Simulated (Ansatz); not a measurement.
## Single-point calculation, with input and output: Al

Al (slab, 3 atoms in the cell), computed with DFT PBEsol, scalar-relativistic, plane waves, PAW, no spin polarisation (Ansatz 0.2.0).

The structure derives from an entry of the Crystallography Open Database. Figures and captions count atoms from 1; the log counts them from 0 in places.

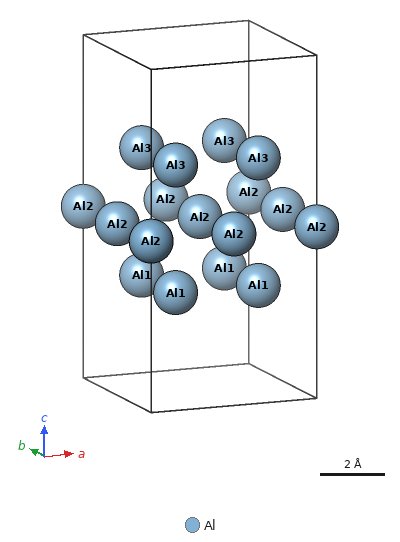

*The structure as given in the input (spheres-only view of the 2 × 2 repeat of the cell, with the vacuum cut short, seen slightly off an axis; atoms are numbered from 1 in the order of the input).*

## Key numbers

| quantity | value |
| --- | --- |
| outcome | converged |
| electrons treated | 9 |
| free energy | −1572.5131 eV |
| work function, top face | 4.28 eV |
| work function, bottom face | 4.28 eV |
| Fermi energy | −0.333 eV |
| gap on the k-point mesh | none (metallic) |
| work function (upper face) | 4.28 eV |
| largest force (length of the vector) | 0.127 eV/Å |
| hardware | 1 thread of Intel Xeon (Sapphire Rapids), 64 GiB of memory available, shared host |
| wall time | 1.5 s |
| peak memory | 0.36 GiB |

## Input
```yaml
crystal:
  lattice:
    - [2.8394270062, 0.0, 0.0]
    - [0.0, 2.8394270062, 0.0]
    - [0.0, 0.0, 19.6413451717]
  atoms:
    - { symbol: Al, position: [0.5, 0.5, 0.2036520394] }
    - { symbol: Al, position: [0.0, 0.0, 0.3090064802] }
    - { symbol: Al, position: [0.5, 0.5, 0.4145003868] }
basis:
  ecutwfc: 420
kpoints:
  mp_grid: { grid: [9, 9, 1] }
hamiltonian:
  xc: pbesol
scf:
  occupations: { method: gaussian, width: 0.1 }
output:
  forces: true
  eigenvalues: true
efield:
  axis: 3
  dipole_correction: true
  ramp_width: 0.04
```

Run as:
```bash
ansatz run input.yaml --threads 1 --pin off --max-ram 3072MiB --backend cpu --events-out ev --progress --plain --runs-dir out
```

## What the program printed
```
Engine: ansatz 0.2.0, x86_64-unknown-linux-gnu
Pseudopotentials: kind: paw
Pseudopotential: Al, paw, valence charge 3, recommended cutoff 420 eV (normal), Al.paw.azcp
Functional definition: PBEsol
  exchange = pbesol_x
  correlation = pbesol_c
Crystal: 3 atoms, lattice volume = 158.355 Å³
Basis set: ecut = 420 eV, 3109 PW (Γ), exchange–correlation on 40×40×270 points (8 copies of the dense FFT grid, shifted against one another)
Bands: 9, of which v1, the nominal top of the filled ones, is band 5 counted from 1 (4 counted from 0)
Symmetry: 8 space group operations
Space group: P4mm (ITA 99), of the structure as read, at distance tolerance 5.4e-5 Å
k-points: 15 of 81
Non-local potential: Al, projectors of the file, l = 0: 2, l = 1: 2, l = 2: 1
PAW form: soft (Blöchl's): semilocal exchange-correlation on the pseudo side does not see the compensation charge
PAW frozen core: Al, regenerated for the run's functional, and the local potential with it (the file was generated under x = pbe(κ = 0.804, μ = 0.2195149727645171), c = pbe(β = 0.06672455060314922))
PAW one-centre angular grid: Al, 110 points (default); XC on 64 Gauss nodes
Initial density: superposition of atomic densities (neutral atoms: chi_scale 0, normalization atom), corrected by the library's trained network
Initial wavefunctions: pseudopotential atomic-orbital guess
Functional: x = pbesol(κ = 0.804, μ = 0.12345679012345678), c = pbesol(β = 0.046)
SCF iter   1: F=—  HF=-1572.513619 eV  |F-HF|=—  |Δ(HF+E_count)|=         —  Δρ=1.29e-3  dr2=7.94e-3  ethr=1.77e-3  p=0.000 e·Å  D=1.42e-5 V/Å  ΔV_dip=-0.00 eV  dr2_dipole=2.23e-6  V_vac-E_F(+/−)=4.00/4.00 eV  ⟨swp⟩=7.9  Hψ=1298  notcnv=0
efield: sawtooth ramp at fractional position 0.7891 (placed from the atoms, in the widest stretch of the axis that holds none; the zero of the levels goes with the place), width 0.0400; the density the first Hamiltonian is built on has a dipole p = 0.000 e·Å; the dipole correction subtracts the counter field D = 1.42e-5 V/Å, which shifts the + side's vacuum level by -0.00 eV against the − side's; the planar-averaged density in the ramp window peaks in size at 2.6e-5 e/Å³
preconditioner: auto → LDOS  [insulator: Δε(μ)=0.178 eV  Ē_g=6.822 eV  σ=0.100 eV  W_gap=0.79  n_scr=10 (ndim 8)  ℏωp=8.9 eV  f_vac=0.530  D(μ)=1.04/eV (n_scr^D=6)  ε∞_Penn≈2.7  β→1.0]
SCF iter   2: F=—  HF=-1572.513149 eV  |F-HF|=—  |Δ(HF+E_count)|=   4.69e-4  Δρ=3.73e-4  dr2=1.27e-3  ethr=8.82e-5  p=-0.000 e·Å  D=-6.35e-5 V/Å  ΔV_dip=0.00 eV  dr2_dipole=1.91e-6  V_vac-E_F(+/−)=4.28/4.28 eV  ⟨swp⟩=2.5  Hψ=336  notcnv=0  defer=2
SCF iter   3: F=—  HF=-1572.513029 eV  |F-HF|=—  |Δ(HF+E_count)|=   1.20e-4  Δρ=1.00e-4  dr2=1.05e-4  ethr=1.42e-5  p=0.000 e·Å  D=2.57e-5 V/Å  ΔV_dip=-0.00 eV  dr2_dipole=2.78e-8  V_vac-E_F(+/−)=4.27/4.27 eV  ⟨swp⟩=2.1  Hψ=161  notcnv=0  defer=2
SCF iter   4: F=—  HF=-1572.513030 eV  |F-HF|=—  |Δ(HF+E_count)|=   7.74e-7  Δρ=1.89e-5  dr2=1.68e-6  ethr=1.17e-6  p=0.000 e·Å  D=2.49e-5 V/Å  ΔV_dip=-0.00 eV  dr2_dipole=7.93e-10  V_vac-E_F(+/−)=4.28/4.28 eV  ⟨swp⟩=2.3  Hψ=174  notcnv=0  defer=2
SCF iter   5: F=—  HF=-1572.513066 eV  |F-HF|=—  |Δ(HF+E_count)|=   3.66e-5  Δρ=3.38e-6  dr2=9.01e-8  ethr=1.86e-8  p=0.000 e·Å  D=2.91e-5 V/Å  ΔV_dip=-0.00 eV  dr2_dipole=3.61e-10  V_vac-E_F(+/−)=4.28/4.28 eV  ⟨swp⟩=2.3  Hψ=206  notcnv=0  defer=2
SCF iter   6: F=-1572.513066 eV  HF=-1572.513066 eV  |F-HF|=1.27e-9  |Δ(HF+E_count)|=   5.84e-8  Δρ=4.84e-7  dr2=3.46e-9  ethr=1.00e-9  p=0.000 e·Å  D=3.02e-5 V/Å  ΔV_dip=-0.00 eV  dr2_dipole=8.79e-13  V_vac-E_F(+/−)=4.28/4.28 eV  ⟨swp⟩=6.0  Hψ=851  notcnv=0
SCF 1 converged in 6 iterations: F = -1572.513066 eV  dr2 = 3.46e-9
  greatest PAW one-centre occupation: 0.482 electrons in one spin orbital (limit 2), on the Al atom at site 2 (counted from 0), in its partial waves of l = 0
```

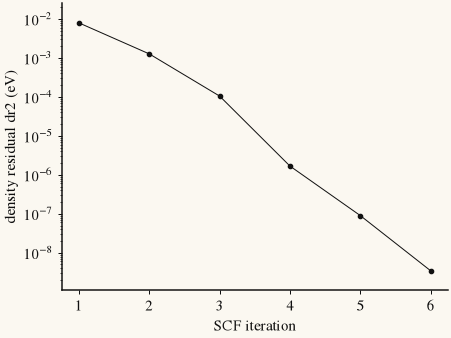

*Convergence of the self-consistent field: density residual dr2 against the SCF iteration.*

The residual falls at every step.

```
SCF converged after 6 iterations
Free energy (F): -1572.513066 eV
Harris-Foulkes:  -1572.513066 eV  (|F-HF|=1.27e-9)
Internal energy: -1572.507384 eV  (E = F + TS)
E sigma→0 (E₀):  -1572.510225 eV
Entropy (-TS):   -0.005683 eV (-1.894 meV/atom)
Fermi energy:    -0.333420 eV
Dipole field:    D = 0.000029 V/Å  (p = 0.000025 e·Å, saw-weighted, corrected)
Work function:   Φ+ = 4.2804 eV   Φ− = 4.2810 eV
Levels:          The Fermi level and band energies are counted from a zero that moves with the ramp; work functions are not
--- Per-component energies (eV) ---
  E_band       = -40.396977
  E_kinetic    = 63.277089
  E_local      = -1362.260013  (includes V_loc(G=0)·N_el)
  E_nonlocal   = 31.765804
  E_hartree    = 660.425193
  E_xc         = -115.076009
  E_vxc        = -83.352229  (∫ρ·V_xc dr)
  E_paw        = -1363.913988  (= ΣΔE_a)
  E_vpaw       = -10.680225  (= ΣTr[D̂ρ^β])
  E_aug_tail   = -0.000007  (compensation charges beyond the density's cutoff)
  E_efield     = 0.000000  (sawtooth field / dipole correction)
  E_vefield    = 0.000000  (∫n·V_field dr)
  E_ewald      = 513.217131
  E_core_change = 0.057417  (= ΣΔE_core)
  E_smearing   = -0.005683  (= −TS)
  E_closure    = 0.000000  (closes the sum)
  Σ components = -1572.513066   (vs F -1572.513066, Δ=0.00e0)
--- Forces (eV/Å), atoms counted from 1 ---
  atom   1  Al    -0.00000000    -0.00000000    -0.12717847
  atom   2  Al     0.00000000     0.00000000     0.00841243
  atom   3  Al     0.00000000     0.00000000     0.11876476
  max |Σ_I F_I| component: 1.28e-6 eV/Å
--- Band table (eV; the first three rows and the last of 15) ---
  k-point 0: bands = ["-10.8733", "-8.6691", "-5.4264", "-2.4267", "1.3793", "3.3984", "3.8744", "5.3707", "5.4688"]
  k-point 1: bands = ["-10.6479", "-8.4462", "-5.2047", "-2.2161", "1.5764", "2.8128", "3.6224", "4.1047", "4.8241"]
  k-point 2: bands = ["-9.9741", "-7.7797", "-4.5429", "-1.5888", "-0.2569", "1.8565", "2.2657", "4.3049", "4.7436"]
  k-point 14: bands = ["-3.8904", "-2.5299", "-1.7762", "-1.1175", "-0.4818", "0.2541", "1.0576", "1.3080", "2.3298"]
```

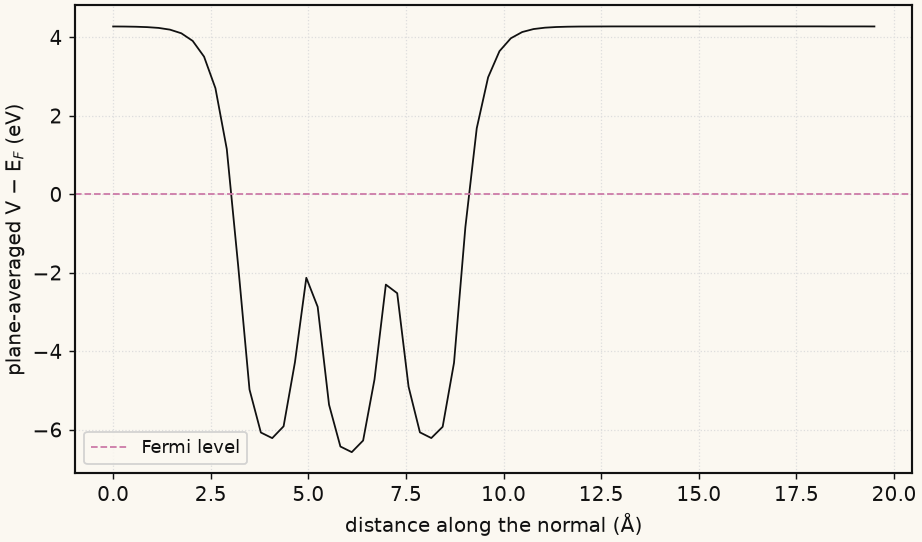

*Plane average of the electrostatic potential energy of an electron across the cell, from the Fermi level.*

The vacuum level lies 4.28 eV above the Fermi level.

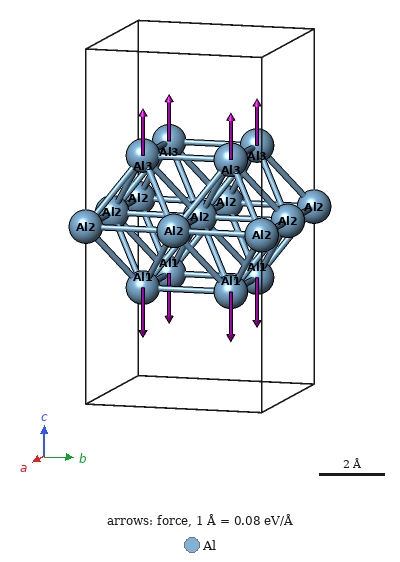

*Forces on the atoms as pink arrows (ball-and-stick view of the 2 × 2 repeat of the cell, with the vacuum cut short, seen slightly off an axis; atoms are numbered from 1 in the order of the input); the smallest are left out.*

The largest act on Al1 (0.13 eV/Å); Al3 (0.12 eV/Å). The geometry is not a stationary point of this energy.
